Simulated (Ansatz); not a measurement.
Input file:

```
crystal:
  lattice:
    - [0.0, 2.6183408279, 2.6183408279]
    - [2.6183408279, 0.0, 2.6183408279]
    - [2.6183408279, 2.6183408279, 0.0]
  atoms:
    - { symbol: Zn, position: [0.0, 0.0, 0.0] }
    - { symbol: Se, position: [0.75, 0.75, 0.75] }
basis:
  ecutwfc: 420
kpoints:
  mp_grid: { grid: [10, 10, 10] }
hamiltonian:
  xc: lda
scf:
  occupations: { method: fixed }
output:
  forces: true
  stress: true
  eigenvalues: true
  write_density: true
  write_potential: true
  elf: true
  volumetric_format: npy
relax:
  adjacent_minimum: "off"
  f_tol: 0.001
  max_steps: 60
  cell: { stress_tol: 0.02, p_target: 20.0 }
```

Launched as:

```sh
ansatz run input.yaml --threads 1 --pin off --max-ram 3072MiB --backend cpu --events-out ev --progress --plain --runs-dir out
```

Below, planes, directions and counts refer to the conventional cell (a = 5.24 Å, b = 5.24 Å, c = 5.24 Å, α = 90.00°, β = 90.00°, γ = 90.00°).

The fields are those of the relaxed geometry.

Space group F-43m; computed pressure about 20 GPa in this cell.

The calculation used Ansatz, DFT LDA, scalar-relativistic, plane waves, PAW.

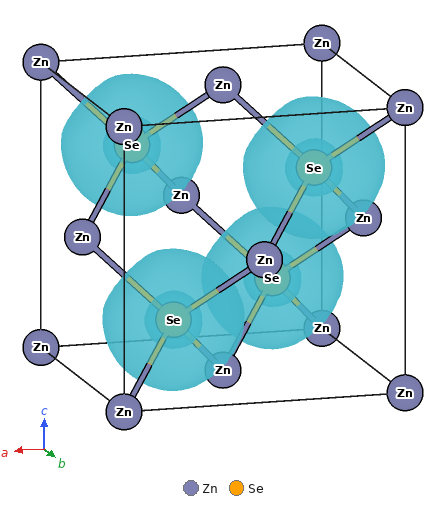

ZnSe. Isosurface of the electron localisation function at 0.6 (cyan), seen at an oblique angle. Core shells and regions of very low density are left out. Sticks mark near contacts.

In a PAW calculation such maps are meaningful between the atoms, not at the nuclei.

What do the ELF domains correspond to?

At this value the surface marks out four regions wrapped around Se (the valence shell of each), counted in one cell of 8 atoms. Any copies at cell faces, edges or corners count once. Profiles from the grid: Zn–Se (2.27 Å): the ELF is about 0.60 at the midpoint.
